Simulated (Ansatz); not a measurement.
# Single-point calculation, with input and output: ZrS$_{2}$

System: ZrS$_{2}$ (P-3m1, 3 atoms in the cell).
Method: DFT PBEsol+D3(BJ), scalar-relativistic, plane waves, PAW, no spin polarisation (Ansatz 0.2.0).

The structure derives from an entry of the Crystallography Open Database. It belongs to a series of runs on one base structure; here: strain +0.000 along x and y, +0.080 along z, atoms carried along. Figures and captions count atoms from 1; the log counts them from 0 in places.

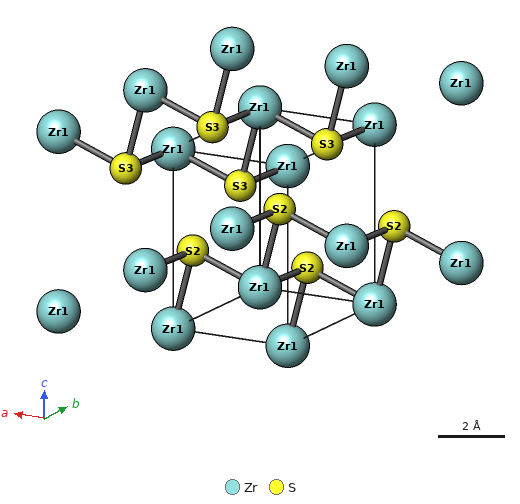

The structure as given in the input (ball-and-stick view of the cell of the calculation, repeated 2 × 2 × 1, seen at an oblique angle; atoms are numbered from 1 in the order of the input). An atom can appear more than once, as a periodic image.

Summary:

```csv
quantity,value
outcome,converged
space group (tolerance 0.01 Å),P-3m1 (164)
electrons treated,24
free energy,−5903.8767 eV
Fermi energy,6.597 eV
gap on the k-point mesh,0.50 eV
pressure,−8.30 GPa
largest force (length of the vector),1.268 eV/Å
hardware,"1 thread of AMD EPYC (Zen 5), 32 GiB of memory available, shared host"
wall time,3.5 s
peak memory,0.46 GiB
```

Input:
```yaml
crystal:
  lattice:
    - [3.6299990406, 0.0, 0.0]
    - [-1.8149995203, 3.1436713848, 0.0]
    - [0.0, 0.0, 6.318]
  atoms:
    - { symbol: Zr, position: [0.0, 0.0, 0.0] }
    - { symbol: S, position: [0.3333333333, 0.6666666667, 0.2492] }
    - { symbol: S, position: [0.6666666667, 0.3333333333, 0.7508] }
basis:
  ecutwfc: 420
kpoints:
  mp_grid: { grid: [12, 12, 6] }
hamiltonian:
  xc: pbesol
  dispersion: d3bj
scf:
  occupations: { method: gaussian, width: 0.05 }
output:
  forces: true
  stress: true
  eigenvalues: true
  write_density: true
  write_potential: true
  elf: true
  volumetric_format: npy
```

Run as:
```bash
ansatz run input.yaml --threads 1 --pin off --max-ram 2560MiB --backend cpu --events-out ev --progress --plain --runs-dir out
```

What the program printed:
```
Engine: ansatz 0.2.0, x86_64-unknown-linux-gnu
Pseudopotentials: kind: paw
Pseudopotential: Zr, paw, valence charge 12, recommended cutoff 420 eV (normal), Zr.paw.azcp
Pseudopotential: S, paw, valence charge 6, recommended cutoff 420 eV (normal), S.paw.azcp
Functional definition: PBEsol
  exchange = pbesol_x
  correlation = pbesol_c
Crystal: 3 atoms, lattice volume = 72.098 Å³
Basis set: ecut = 420 eV, 1377 PW (Γ), exchange–correlation on 50×50×90 points (8 copies of the dense FFT grid, shifted against one another)
Bands: 16, of which v1, the nominal top of the filled ones, is band 12 counted from 1 (11 counted from 0)
Symmetry: 12 space group operations
Space group: P-3m1 (ITA 164), of the structure as read, at distance tolerance 4.2e-5 Å
k-points: 100 of 864
Non-local potential: Zr, projectors of the file, l = 0: 3, l = 1: 2, l = 2: 2, l = 3: 2
Non-local potential: S, projectors of the file, l = 0: 2, l = 1: 2, l = 2: 2
PAW form: soft (Blöchl's): semilocal exchange-correlation on the pseudo side does not see the compensation charge
PAW frozen core: Zr, regenerated for the run's functional, and the local potential with it (the file was generated under x = pbe(κ = 0.804, μ = 0.2195149727645171), c = pbe(β = 0.06672455060314922))
PAW frozen core: S, regenerated for the run's functional, and the local potential with it (the file was generated under x = pbe(κ = 0.804, μ = 0.2195149727645171), c = pbe(β = 0.06672455060314922))
PAW one-centre angular grid: Zr, 590 points (default); XC on 64 Gauss nodes
PAW one-centre angular grid: S, 110 points (default); XC on 64 Gauss nodes
Initial density: superposition of atomic densities (neutral atoms: chi_scale 0, normalization atom), corrected by the library's trained network
Initial wavefunctions: pseudopotential atomic-orbital guess
Functional: x = pbesol(κ = 0.804, μ = 0.12345679012345678), c = pbesol(β = 0.046)
SCF iter   1: F=—  HF=-5903.884768 eV  |F-HF|=—  |Δ(HF+E_count)|=         —  Δρ=5.15e-3  dr2=4.56e-2  ethr=1.77e-3  ⟨swp⟩=5.5  Hψ=8809  notcnv=0
preconditioner: auto → Resta (q_TF=auto, 2.271 Å⁻¹)  ε∞=6.5  [insulator: Δε(μ)=0.421 eV  Ē_g=7.457 eV  σ=0.050 eV  W_gap=1.00  n_scr=22 (ndim 8)  ℏωp=17.5 eV  f_vac=0.027  D(μ)=0.00/eV (n_scr^D=0)  ε∞_Penn≈6.5]
SCF iter   2: F=—  HF=-5903.876878 eV  |F-HF|=—  |Δ(HF+E_count)|=   7.89e-3  Δρ=1.58e-3  dr2=1.79e-3  ethr=1.90e-4  ⟨swp⟩=2.0  Hψ=2603  notcnv=0
SCF iter   3: F=—  HF=-5903.876681 eV  |F-HF|=—  |Δ(HF+E_count)|=   1.96e-4  Δρ=9.06e-4  dr2=6.22e-4  ethr=7.45e-6  ⟨swp⟩=2.4  Hψ=2489  notcnv=0
SCF iter   4: F=—  HF=-5903.876665 eV  |F-HF|=—  |Δ(HF+E_count)|=   1.68e-5  Δρ=1.30e-4  dr2=1.08e-5  ethr=2.59e-6  ⟨swp⟩=2.9  Hψ=2984  notcnv=0
SCF iter   5: F=—  HF=-5903.876677 eV  |F-HF|=—  |Δ(HF+E_count)|=   1.28e-5  Δρ=2.75e-5  dr2=9.19e-7  ethr=4.50e-8  ⟨swp⟩=2.3  Hψ=2325  notcnv=0
SCF iter   6: F=—  HF=-5903.876679 eV  |F-HF|=—  |Δ(HF+E_count)|=   1.34e-6  Δρ=8.67e-6  dr2=1.20e-7  ethr=4.17e-10  ⟨swp⟩=10.0  Hψ=11520  notcnv=0
SCF iter   7: F=-5903.876679 eV  HF=-5903.876679 eV  |F-HF|=6.92e-9  |Δ(HF+E_count)|=   1.50e-7  Δρ=1.88e-6  dr2=4.14e-9  ethr=4.17e-10  ⟨swp⟩=8.8  Hψ=9783  notcnv=0
SCF 1 converged in 7 iterations: F = -5903.876679 eV  dr2 = 4.14e-9
  greatest PAW one-centre occupation: 0.996 electrons in one spin orbital (limit 2), on the Zr atom at site 0 (counted from 0), in its partial waves of l = 0
SCF converged after 7 iterations
Free energy (F): -5903.876679 eV
Harris-Foulkes:  -5903.876679 eV  (|F-HF|=6.92e-9)
Internal energy: -5903.876679 eV  (E = F + TS)
E sigma→0 (E₀):  -5903.876679 eV
Fermi energy:    6.596522 eV
--- Per-component energies (eV) ---
  E_band       = -182.252246
  E_kinetic    = 541.614958
  E_local      = -1378.746586  (includes V_loc(G=0)·N_el)
  E_nonlocal   = 136.614718
  E_hartree    = 486.112425
  E_xc         = -351.618525
  E_vxc        = -363.557767  (∫ρ·V_xc dr)
  E_paw        = -4067.513858  (= ΣΔE_a)
  E_vpaw       = -90.402504  (= ΣTr[D̂ρ^β])
  E_aug_tail   = 0.000026  (compensation charges beyond the density's cutoff)
  E_ewald      = -1269.736769
  E_disp       = -0.892687  (pairwise vdW)
  E_core_change = 0.289619  (= ΣΔE_core)
  E_smearing   = -0.000000  (= −TS)
  E_closure    = 0.000000  (closes the sum)
  Σ components = -5903.876679   (vs F -5903.876679, Δ=0.00e0)
--- Forces (eV/Å), atoms counted from 1 ---
  atom   1  Zr    -0.00000000     0.00000000     0.00000000
  atom   2  S      0.00000000    -0.00000000    -1.26844035
  atom   3  S     -0.00000000     0.00000000     1.26844035
  max |Σ_I F_I| component: 1.31e-31 eV/Å
--- Stress (GPa, compression-positive) ---
       -6.580639       0.000000       0.000000
        0.000000      -6.580639       0.000000
        0.000000       0.000000     -11.737122
  P = ⅓ Tr σ = -8.2995 GPa (-82.995 kbar)
--- Band table (eV; the first three rows and the last of 100) ---
  k-point 0: bands = ["-42.7116", "-20.7581", "-20.6219", "-20.6219", "-6.1990", "-5.0249", "1.9603", "4.0065", "4.0065", "6.0046", "6.3452", "6.3452", "7.8742", "7.8742", "8.0847", "10.7829"]
  k-point 1: bands = ["-42.7116", "-20.7582", "-20.6219", "-20.6219", "-6.1582", "-5.0878", "2.1202", "4.0134", "4.0134", "5.6089", "6.3211", "6.3211", "7.8695", "7.8695", "8.2684", "10.8406"]
  k-point 2: bands = ["-42.7116", "-20.7583", "-20.6219", "-20.6219", "-6.0601", "-5.2290", "2.5223", "4.0274", "4.0274", "4.8681", "6.2735", "6.2735", "7.8600", "7.8600", "8.4948", "10.9590"]
  k-point 99: bands = ["-42.6881", "-20.8063", "-20.8063", "-20.6918", "-4.9610", "-4.9610", "2.9689", "2.9689", "3.2642", "4.2837", "4.3641", "4.3641", "8.8167", "8.8898", "8.8898", "11.6477"]
```

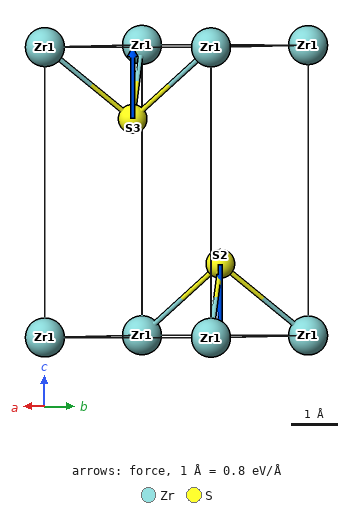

Forces on the atoms as blue arrows (ball-and-stick view of the cell of the calculation, seen at an oblique angle; atoms are numbered from 1 in the order of the input). The largest act on S2, S3 (1.27 eV/Å). The geometry is not a stationary point of this energy.

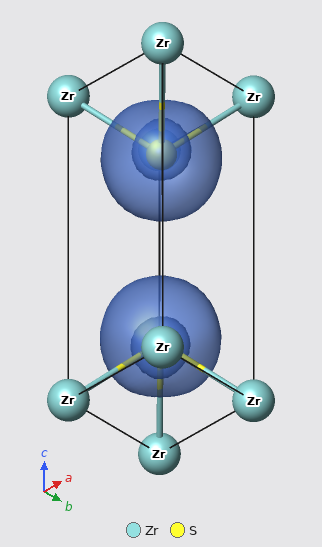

Isosurface of the ELF at 0.75 (blue), seen at an oblique angle. Core shells and regions of very low density are left out. Sticks mark near contacts. The outline is the cell set on symmetry axes. Profiles from the grid: Zr–S (2.62 Å): the ELF is about 0.40 at the midpoint. In a PAW calculation such maps are meaningful between the atoms, not at the nuclei.

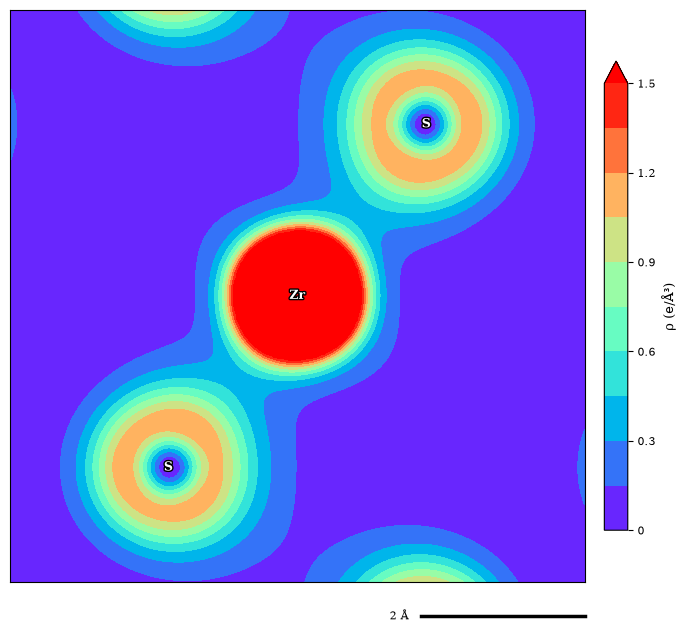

Valence charge density (pseudo) on the (110) plane of the conventional cell. Atoms in the plane: Zr and S. Zr–S (2.62 Å): ρ at the midpoint is about 0.4 e/Å³. Away from the nuclei the density in this plane falls to 0.008 e/Å³ at its lowest.
